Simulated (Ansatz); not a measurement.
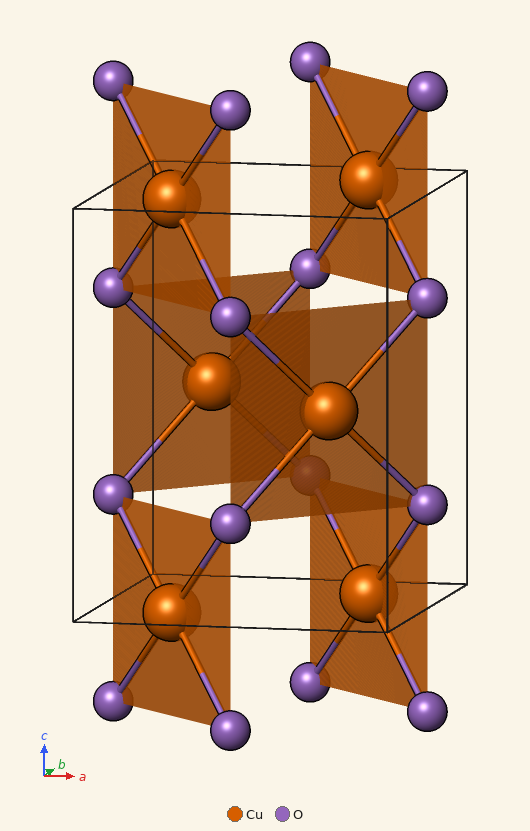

CuO, space group Cccm (No. 66), a = 3.982 Å, b = 4.307 Å, c = 5.156 Å, α = 90.00°, β = 90.00°, γ = 90.00°. An orthographic polyhedral view of the structure, slightly off an axis. Atoms at the boundary of the conventional unit cell (the box) are drawn once for each face, edge or corner they touch. Some neighbours outside the box are added. This one geometry was run with five functionals. The cell is a structure listed in the Materials Project. Other forms of this composition are known.

Alike in all runs: Ansatz 0.2.0; potentials Ansatz PAW; cutoff 420 eV; k mesh 5 × 5 × 3 on the run's cell of 4 atoms; occupations fermi-dirac, width 0.05 eV; no spin polarisation; no spin-orbit coupling. All runs are metallic.

| level | pressure (GPa) |
| --- | --- |
| HSE06 | -3.3 |
| PBEsol | -6.2 |
| LDA | -12.4 |
| BLYP | 7.0 |
| PBE0 | ? |

Fill in the row of PBE0.

Answer. Pressure -3.6 GPa. That is between PBEsol and HSE06 in pressure.

Order the levels by the equilibrium volume that these pressures point to, smallest first.

Answer. LDA (-12.4 GPa), PBEsol (-6.2 GPa), PBE0 (-3.6 GPa), HSE06 (-3.3 GPa), BLYP (7.0 GPa). A higher pressure at one volume points to a larger equilibrium volume, as long as the bulk moduli are alike; rows a few tenths of a GPa apart can't be told apart.

Notes on single rows: HSE06 and PBE0: the k mesh is coarse (spacing up to 0.43 Å⁻¹), so the values aren't converged, least of all with exact exchange; HSE06 and PBE0: the pressure holds a Pulay correction of +0.6 GPa for the finite cutoff; HSE06, PBEsol, LDA, BLYP and PBE0: the k mesh is coarse (spacing up to 0.43 Å⁻¹), so the values aren't converged; PBEsol: the pressure holds a Pulay correction of +0.7 GPa for the finite cutoff; LDA: the pressure holds a Pulay correction of +0.9 GPa for the finite cutoff.

Caveat: the run has no spin polarisation, though such a crystal can be magnetic; rows whose functional differs from that of their potentials carry a shift in pressure and volume, which can reorder them.
